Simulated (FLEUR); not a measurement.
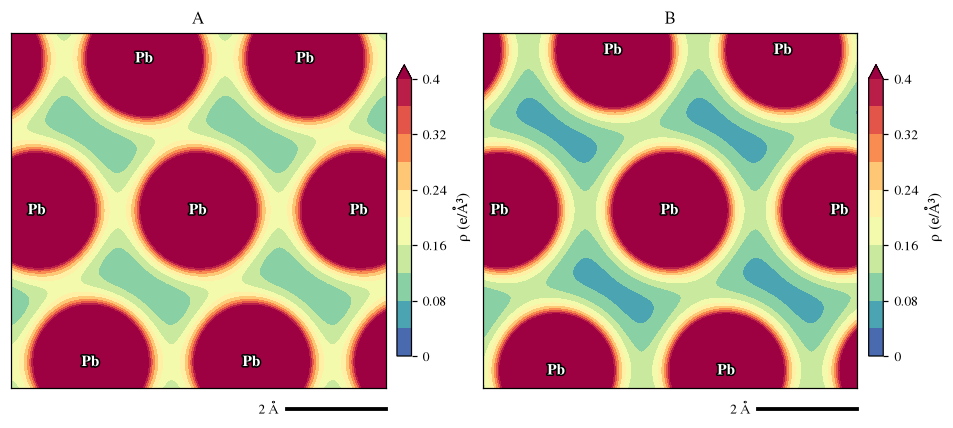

Pb. The total electron density of two cells that differ in size, on the (010) plane of each (indices in the axes of the calculation cell), at one length scale and on one colour scale; one has 26.4 and the other 31.0 Å³ an atom.

Method: FLEUR, Kohn-Sham DFT of a periodic cell, PBEsol, all-electron.

The larger cell:

```
Pb
1.0
    -1.97966    1.97966    1.97966
     1.97966   -1.97966    1.97966
     1.97966    1.97966   -1.97966
Pb
1
Direct
  0.00000 0.00000 0.00000
```

The smaller cell: a = 3.248 Å, b = 3.248 Å, c = 3.248 Å, α = 109.47°, β = 109.47°, γ = 109.47°.

### Which panel shows the smaller cell, and what does the compression change?

Panel A is the smaller cell, by 15 % in volume. From the larger cell to the smaller, Pb–Pb goes from 3.43 to 3.25 Å, and the density at its midpoint from 0.13 to 0.18 e/Å³.
